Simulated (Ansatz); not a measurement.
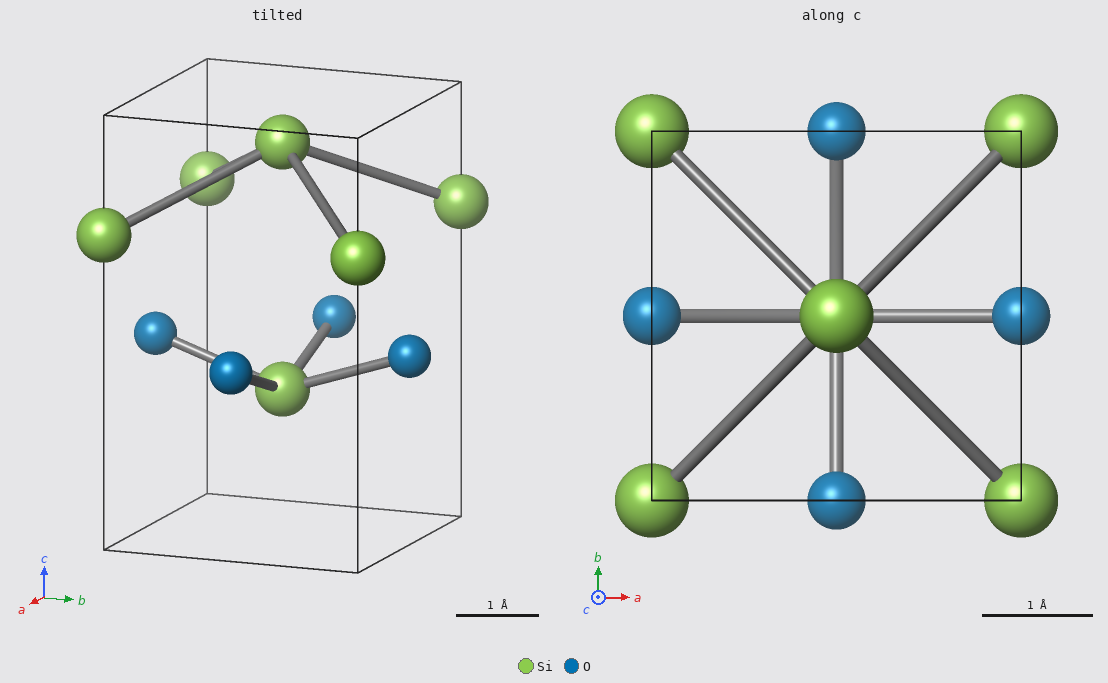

The image is a ball-and-stick drawing of a crystal, viewed slightly off an axis and along the c axis. The box is the conventional unit cell; atoms on or close to its faces, edges and corners are drawn wherever they repeat. Cell: a = 3.37 Å, b = 3.37 Å, c = 5.48 Å, α = 90.00°, β = 90.00°, γ = 90.00°.

The cell started as a random cell made by a generator, so it need not be a real form of the compound. Earlier steps of the study, as a rule a relaxation of our own, may have changed the cell and positions, so they can lie some per cent off the listed ones. It was run through Ansatz as a DFT input.

What is this?

Answer. The material is Si3O2. The symmetry is that of P4mm (No. 99), on a primitive tetragonal lattice. Counting shared atoms by their share gives 3 Si, 2 O, or 5 atoms. Within bonding distance, the neighbour counts come to Si 4 to 5 (mean 4.7) and O 2.

Theory: DFT PBE, scalar-relativistic, plane waves, PAW in Ansatz 0.2.0. Numerical settings: a kinetic-energy cutoff of 420 eV, k-point mesh 12×12×8, Gaussian smearing of 0.1 eV, no spin polarisation.

Predict the gap.

Answer. A metal: bands cross the Fermi level.

What are the atomic charges by Bader's partition?

Answer. Si -0.03 to +2.39 e; O -1.57 e.

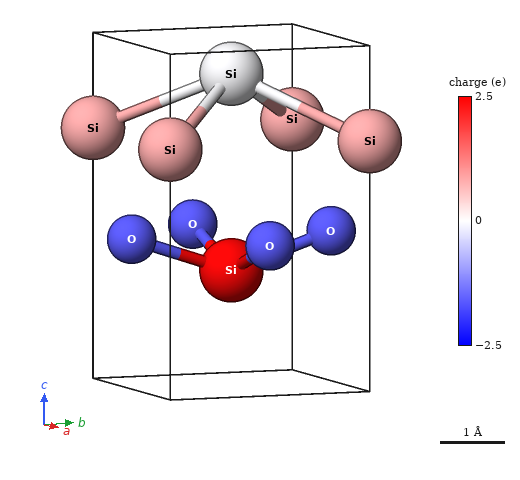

The atoms coloured by those charges. The run's cell of 5 atoms is drawn.

Does this geometry sit at a stationary point of the energy?

Answer. Yes. All forces vanish to within 0.01 eV/Å. The pressure is 0.0 GPa, close to zero.
